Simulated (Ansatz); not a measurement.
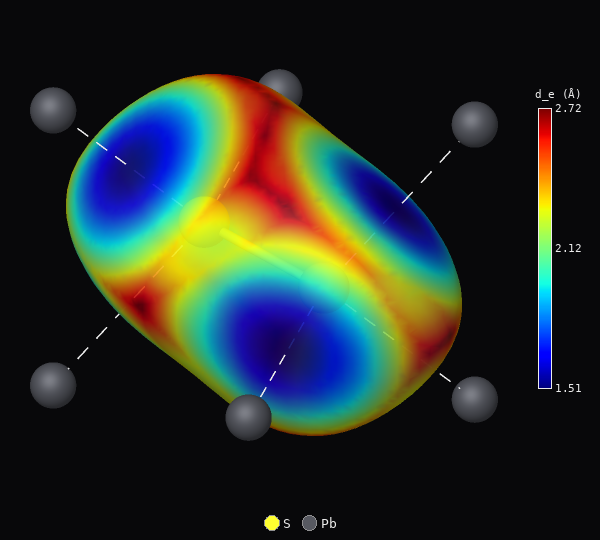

Hirshfeld surface computed for one S2 unit (covalently bonded non-metal atoms) in PbS2 (Pnnm, No. 58), coloured by d_e. Dashed lines lead to the closest neighbours outside.

The surface is where the fragment's share of the procrystal density (the sum of the densities of spherically averaged neutral Hartree-Fock atoms) equals one half. d_i and d_e are the distances from the surface to the nearest nucleus inside and outside. From Rb on the atoms have core potentials, so only their outer electrons count.

Origin of the cell: the end point of a relaxation with DFT, PBEsol, plane waves, PAW in Ansatz 0.2.0.

```
Pb S
1.0
     5.38456    0.00000    0.00000
     0.00000    6.96929    0.00000
     0.00000    0.00000    4.36655
Pb S
2 4
Cartesian
  2.6923 3.4846 2.1833
  0.0000 0.0000 0.0000
  3.4947 0.6598 2.1833
  1.8899 6.3095 2.1833
  0.8024 2.8249 0.0000
  4.5821 4.1444 0.0000
```

What is the shortest distance from the fragment to an atom outside it?

S–Pb, 2.94 Å.

How is the surface shared among contacts (nearest atom inside ··· nearest atom outside)?

S···Pb 84 %, S···S 16 %. The surface faces 10 neighbours with more than 2 % of its area each: 6 Pb + 4 S.

Give the size and shape of the surface.

It encloses about 40.9 Å³, has an area of about 61 Å² and a globularity of 0.94 (1 for a sphere).
